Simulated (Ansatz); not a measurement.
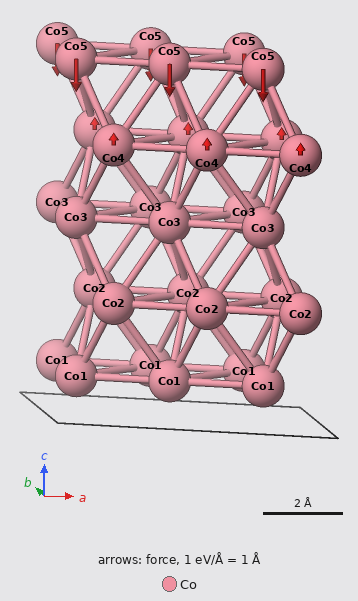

Starting geometry of a slab of composition Co with the computed forces as red arrows. A ball-and-stick model of the 3 × 2 repeat of the cell, outlined in the plane, without the vacuum, seen slightly off an axis.

The slab is the (0 0 1) face of Co. The run lets the atoms move in a fixed cell, from this start: the (0 0 1) slab of Co, cut from the database cell, not relaxed. 2 atoms are held fixed.

The calculation used Ansatz 0.2.0, Kohn-Sham DFT of a periodic cell, PBEsol, Ansatz PAW.

Input
```yaml
crystal:
  lattice:
    - [2.5190008694, 0.0, 0.0]
    - [-1.2595004347, 2.1815187451, 0.0]
    - [0.0, 0.0, 23.182]
  atoms:
    - { symbol: Co, position: [0.3333333333, 0.6666666666, 0.3235268743], spin: 2.0 }
    - { symbol: Co, position: [0.6666666667, 0.3333333334, 0.4117634371], spin: 2.0 }
    - { symbol: Co, position: [0.3333333333, 0.6666666666, 0.5], spin: 2.0 }
    - { symbol: Co, position: [0.6666666667, 0.3333333334, 0.5882365629], spin: 2.0 }
    - { symbol: Co, position: [0.3333333333, 0.6666666666, 0.6764731257], spin: 2.0 }
hamiltonian:
  xc: pbesol
  pseudopotentials: { kind: paw }
magnetization:
  spin_polarized: true
kpoints:
  mp_grid: { grid: [12, 12, 1] }
scf:
  occupations: { method: fermi_dirac, width: 0.05 }
output:
  forces: true
  eigenvalues: true
relax:
  f_tol: 0.02
  max_steps: 40
  constraints: [{ sites: [0, 1] }]
efield:
  axis: 3
  dipole_correction: true
  ramp_width: 0.04
```

Launched with:
```bash
ansatz run input.yaml --threads 4 --pin off --max-ram 11264MiB --backend cpu --events-out ev --progress --plain --runs-dir out
```

Q: Is this structure relaxed? If not, where do the atoms go?

A: It isn't relaxed: the largest force vector, on Co5, is 0.86 eV/Å. The final displacements follow the starting forces only in part (cosine between the two patterns 0.64). The energy falls by 0.120 eV per cell of the calculation in 3 accepted moves (4 points after the start). The largest force component goes from 0.86 to 0.0026 eV/Å. 1 step only repeated the SCF at the same geometry. The largest move is that of Co5, 0.32 Å along the normal (−c). The cell stays as it was. Some distances before and after: Co4–Co5 2.510 → 2.388 Å, Co2–Co3 2.510 → 2.431 Å, Co3–Co4 2.510 → 2.454 Å.

Limits of the set-up: only the magnetic order of this start and cell was tried (total moment 8.5 μB per cell).
